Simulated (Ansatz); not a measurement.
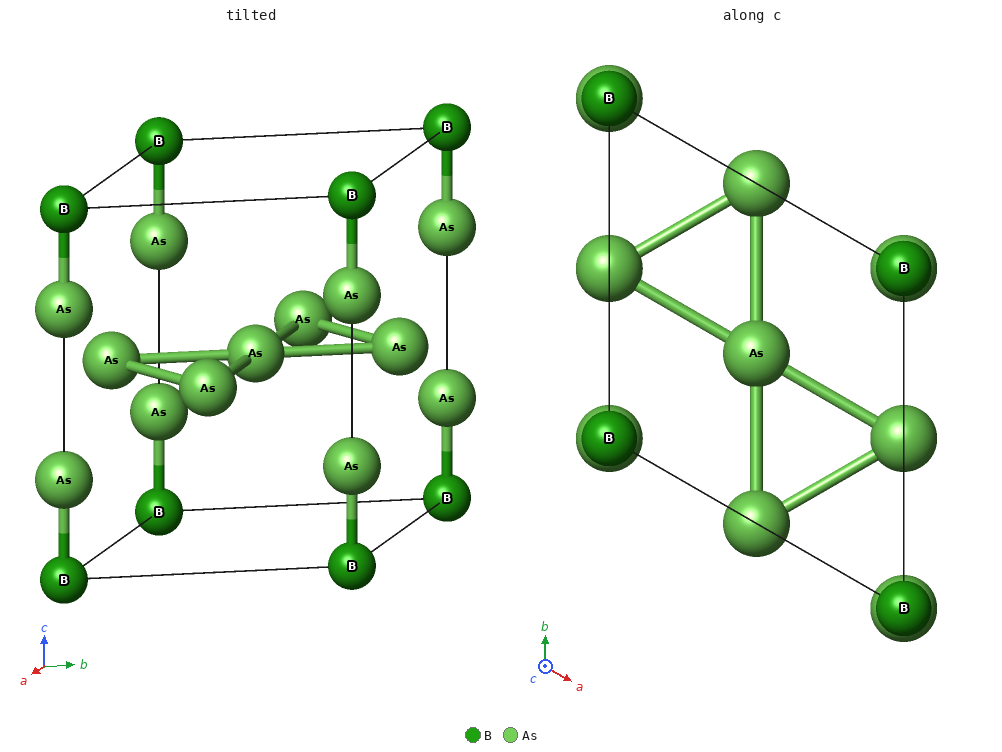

This ball-and-stick model is shown slightly off an axis and along the c axis. The edges of the conventional unit cell are marked. Cell: a = 5.37 Å, b = 5.37 Å, c = 7.00 Å, α = 90.00°, β = 90.00°, γ = 120.00°.

Origin of the cell: a random cell made by a generator, so it need not be a real form of the compound. Earlier steps of the study, as a rule a relaxation of our own, may have changed the cell and positions, so they can lie some per cent off the listed ones. Ansatz was used for an electronic-structure calculation on it.

Q: Caption:

A: Formula: BAs5. The structure has P6/mmm (No. 191) symmetry and a primitive hexagonal lattice. In the cell are 1 B, 5 As, which makes 1 formula unit. The neighbours of B are two As in a linear arrangement at about 1.9 Å. As takes two kinds of site: 3g with four As at about 2.7 Å; 2e with one B at about 1.9 Å.

Calculation details: DFT PBE, scalar-relativistic, plane waves, PAW (Ansatz 0.2.0); an energy cutoff of 420 eV, a 12×12×6 grid in reciprocal space, Gaussian smearing of 0.1 eV, no spin polarisation.

Q: Predict the gap.

A: A metal: bands cross the Fermi level.

Q: How charged are the atoms, by the Bader scheme?

A: B -0.12 e; As -0.03 to +0.06 e.

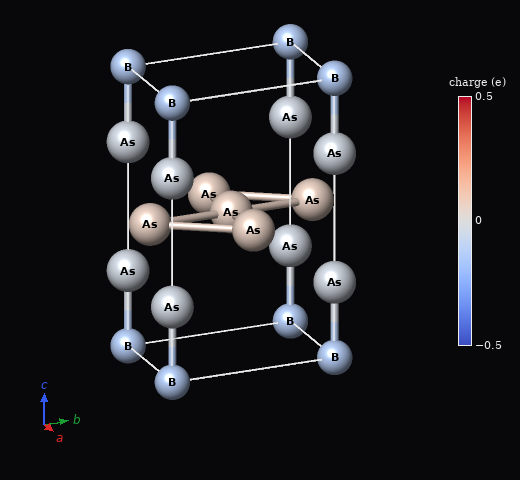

The atoms coloured by those charges. The run's cell of 6 atoms is drawn.

Q: Can this geometry be taken as optimised?

A: Yes. The largest force is 0.01 eV/Å. The pressure is 0.0 GPa, close to zero.
